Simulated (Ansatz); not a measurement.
## MgO: single-point calculation

The run: single-point calculation of MgO (Pm-3m, 2 atoms in the cell). Method and program: DFT, r2SCAN, plane waves, PAW, no spin polarisation (Ansatz 0.2.0).

The structure was built on a prototype by a generator. The geometry comes from this level: r2SCAN. It belongs to a series of runs on one base structure; here: scf.n_extra_bands = 1.

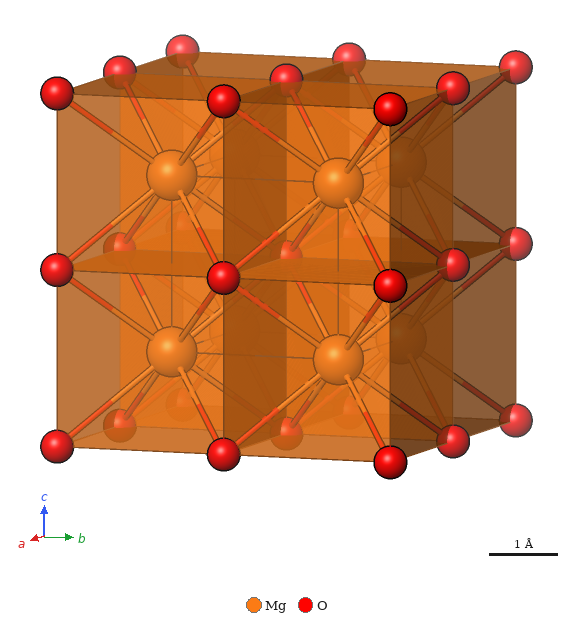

The input geometry (polyhedral view of the cell of the calculation, seen slightly off an axis; polyhedra are completed across the faces of the cell).

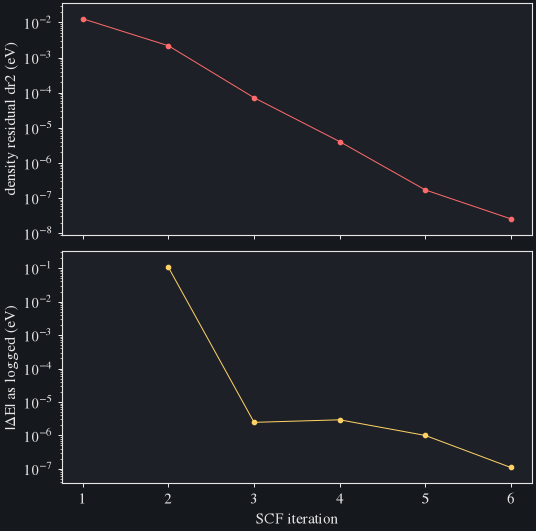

Convergence of the self-consistent field: density residual dr2 and size of the energy change against the SCF iteration. The residual falls at every step.

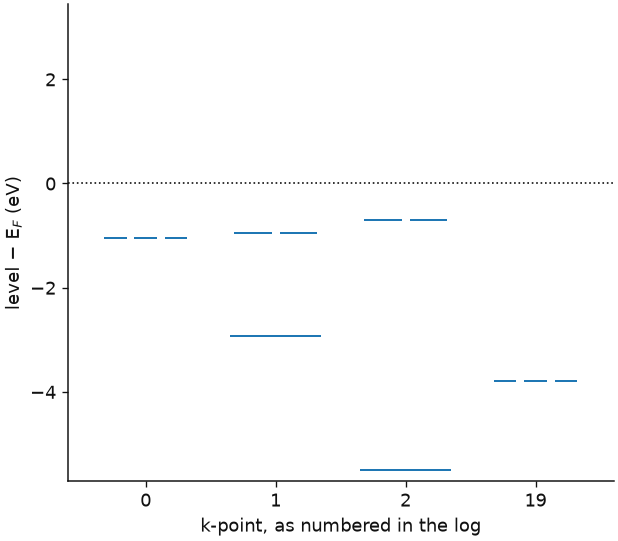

Kohn–Sham levels near the Fermi level (dotted) at the few k-points that the log prints; levels within 0.02 eV of each other stand side by side. Among these points the highest filled and lowest empty levels are 4.20 eV apart; the gap on the full mesh, 3.49 eV, has an edge at a point that isn't printed.

The input that produced these results follows, with the program's output.

Input file:
```yaml
crystal:
  lattice:
    - [2.6233491278, 0.0, 0.0]
    - [0.0, 2.6233491278, 0.0]
    - [0.0, 0.0, 2.6233491278]
  atoms:
    - { symbol: Mg, position: [0.0, 0.0, 0.0] }
    - { symbol: O, position: [0.5, 0.5, 0.5] }
kpoints:
  mp_grid: { grid: [6, 6, 6] }
hamiltonian:
  xc: r2scan
scf:
  occupations: { method: fixed }
  n_extra_bands: 1
output:
  forces: true
  stress: true
  eigenvalues: true
```

Command:
```bash
ansatz run input.yaml --threads 4 --pin off --max-ram 3686MiB --backend cpu --events-out ev --progress --plain --runs-dir out
```

What the program printed:
```
scf.n_extra_bands = 1 over 8 filled bands (N_el = 16.0): the run solves 9 bands
Engine: ansatz 0.2.0, x86_64-unknown-linux-gnu
Pseudopotentials: kind: paw
Pseudopotential: Mg, paw, valence charge 10, recommended cutoff 500 eV (meta_gga), Mg.paw.azcp
Pseudopotential: O, paw, valence charge 6, recommended cutoff 500 eV (meta_gga), O.paw.azcp
Functional definition: r2SCAN
  parameter k0 = 0.174
  parameter k1 = 0.065
  parameter a1 = 4.9479
  exchange = r2scan_x(k0 = k0, k1 = k1, a1 = a1)
  correlation = r2scan_c
Crystal: 2 atoms, lattice volume = 18.054 Å³
Basis set: ecut = 500 eV, 461 PW (Γ), exchange–correlation on 80×80×80 points (64 copies of the dense FFT grid, shifted against one another)
Bands: 9, of which v1, the nominal top of the filled ones, is band 8 counted from 1 (7 counted from 0)
Symmetry: 48 space group operations
Space group: Pm-3m (ITA 221), of the structure as read, at distance tolerance 2.6e-5 Å
k-points: 20 of 216
Non-local potential: Mg, projectors of the file, l = 0: 3, l = 1: 2, l = 2: 1
Non-local potential: O, projectors of the file, l = 0: 2, l = 1: 2, l = 2: 1
PAW form: soft (Blöchl's): semilocal exchange-correlation on the pseudo side does not see the compensation charge
PAW frozen core: Mg, regenerated for the run's functional (the file was generated under x = pbe(κ = 0.804, μ = 0.2195149727645171), c = pbe(β = 0.06672455060314922))
PAW frozen core: O, regenerated for the run's functional (the file was generated under x = pbe(κ = 0.804, μ = 0.2195149727645171), c = pbe(β = 0.06672455060314922))
PAW one-centre angular grid: Mg, 302 points (default); XC on 224 Gauss nodes
PAW one-centre angular grid: O, 302 points (default); XC on 160 Gauss nodes
Initial density: superposition of atomic densities (neutral atoms: chi_scale 0, normalization atom), corrected by the library's trained network
Initial wavefunctions: pseudopotential atomic-orbital guess
Functional: x = r2scan, c = r2scan; τ floored in thin density (d = 2e-4 eV/Å³)
SCF iter   1: F=—  HF=-2496.607062 eV  |F-HF|=—  |Δ(HF+E_count)|=         —  Δρ=9.97e-3  dr2=1.27e-2  dr2_τ=6.36e-2  ethr=1.77e-3  ⟨swp⟩=4.0  Hψ=1067  notcnv=0
preconditioner: auto → none  [insulator: Δε(μ)=3.420 eV  Ē_g=14.608 eV  n_scr=6 (ndim 8)  ℏωp=24.7 eV  f_vac=0.000  ε∞_Penn≈3.9]
SCF iter   2: F=—  HF=-2496.711936 eV  |F-HF|=—  |Δ(HF+E_count)|=   1.05e-1  Δρ=4.96e-3  dr2=2.17e-3  dr2_τ=2.42e-4  ethr=7.94e-5  ⟨swp⟩=2.6  Hψ=513  notcnv=0
SCF iter   3: F=—  HF=-2496.711938 eV  |F-HF|=—  |Δ(HF+E_count)|=   2.46e-6  Δρ=1.03e-3  dr2=7.20e-5  dr2_τ=1.31e-5  ethr=1.36e-5  ⟨swp⟩=3.0  Hψ=352  notcnv=0
SCF iter   4: F=—  HF=-2496.711941 eV  |F-HF|=—  |Δ(HF+E_count)|=   2.93e-6  Δρ=1.61e-4  dr2=4.06e-6  dr2_τ=4.51e-7  ethr=4.50e-7  ⟨swp⟩=2.6  Hψ=322  notcnv=0
SCF iter   5: F=—  HF=-2496.711940 eV  |F-HF|=—  |Δ(HF+E_count)|=   1.00e-6  Δρ=4.23e-5  dr2=1.71e-7  dr2_τ=2.88e-8  ethr=2.54e-8  ⟨swp⟩=2.0  Hψ=256  notcnv=0
SCF iter   6: F=-2496.711940 eV  HF=-2496.711940 eV  |F-HF|=1.77e-8  |Δ(HF+E_count)|=   1.10e-7  Δρ=1.42e-5  dr2=2.56e-8  dr2_τ=3.89e-9  ethr=6.25e-10  ⟨swp⟩=5.0  Hψ=889  notcnv=0
SCF 1 converged in 6 iterations: F = -2496.711940 eV  dr2 = 2.56e-8
  greatest PAW one-centre occupation: 1.000 electrons in one spin orbital (limit 2), on the Mg atom at site 0 (counted from 0), in its partial waves of l = 0
SCF converged after 6 iterations
Free energy (F): -2496.711940 eV
Harris-Foulkes:  -2496.711940 eV  (|F-HF|=1.77e-8)
Internal energy: -2496.711940 eV  (E = F + TS)
E sigma→0 (E₀):  -2496.711940 eV
Fermi energy:    9.933313 eV
--- Per-component energies (eV) ---
  E_band       = -305.992881
  E_kinetic    = 256.174711
  E_local      = -1540.698244  (includes V_loc(G=0)·N_el)
  E_nonlocal   = 142.597598
  E_hartree    = 527.668397
  E_xc         = -103.052347
  E_vxc        = -148.825739  (∫ρ·V_xc dr)
  E_paw        = -456.200707  (= ΣΔE_a)
  E_vpaw       = -80.238611  (= ΣTr[D̂ρ^β])
  E_aug_tail   = 0.000898  (compensation charges beyond the density's cutoff)
  E_vtau       = 9.662136  (kinetic-family band-sum trace: ∫τ·v_τ [+ j·A + Jᵃ·Aᵃ] dr)
  E_ewald      = -1323.144097
  E_core_change = -0.058149  (= ΣΔE_core)
  E_smearing   = -0.000000  (= −TS)
  E_closure    = -0.000000  (closes the sum)
  Σ components = -2496.711940   (vs F -2496.711940, Δ=0.00e0)
--- Forces (eV/Å), atoms counted from 1 ---
  atom   1  Mg    -0.00000000     0.00000000    -0.00000000
  atom   2  O      0.00000000     0.00000000     0.00000000
  max |Σ_I F_I| component: 1.26e-29 eV/Å
--- Stress (GPa, compression-positive) ---
       -0.003231       0.000000      -0.000000
        0.000000      -0.003231       0.000000
        0.000000       0.000000      -0.003231
  P = ⅓ Tr σ = -0.0032 GPa (-0.032 kbar)
--- Band table (eV; the first three rows and the last of 20) ---
  k-point 0: bands = ["-67.6337", "-32.6793", "-32.6793", "-32.6793", "-9.6488", "8.8789", "8.8789", "8.8789", "13.4228"]
  k-point 1: bands = ["-67.6306", "-32.7125", "-32.6763", "-32.6763", "-9.3758", "7.0147", "8.9902", "8.9902", "14.7378"]
  k-point 2: bands = ["-67.6243", "-32.7787", "-32.6702", "-32.6702", "-8.7590", "4.4367", "9.2232", "9.2232", "16.6808"]
  k-point 19: bands = ["-67.5972", "-32.7712", "-32.7712", "-32.7712", "-6.6817", "6.1487", "6.1487", "6.1487", "18.4008"]
```

Summary:

| quantity | value |
| --- | --- |
| outcome | converged |
| space group (tolerance 0.01 Å) | Pm-3m (221) |
| electrons treated | 16 |
| free energy | −2496.7119 eV |
| Fermi energy | 9.933 eV |
| gap on the k-point mesh | 3.49 eV |
| pressure | 0.00 GPa |
| largest force (length of the vector) | under 0.001 eV/Å |
| hardware | 4 threads of Intel Xeon @ 2.50GHz (Skylake/Cascade Lake), 189 GiB of memory available, shared host |
| wall time | 3.4 s (CPU time 3.1 s) |
| peak memory | 0.31 GiB |

Remarks:

Settings chosen away from the usual ones: scf.n_extra_bands = 1.
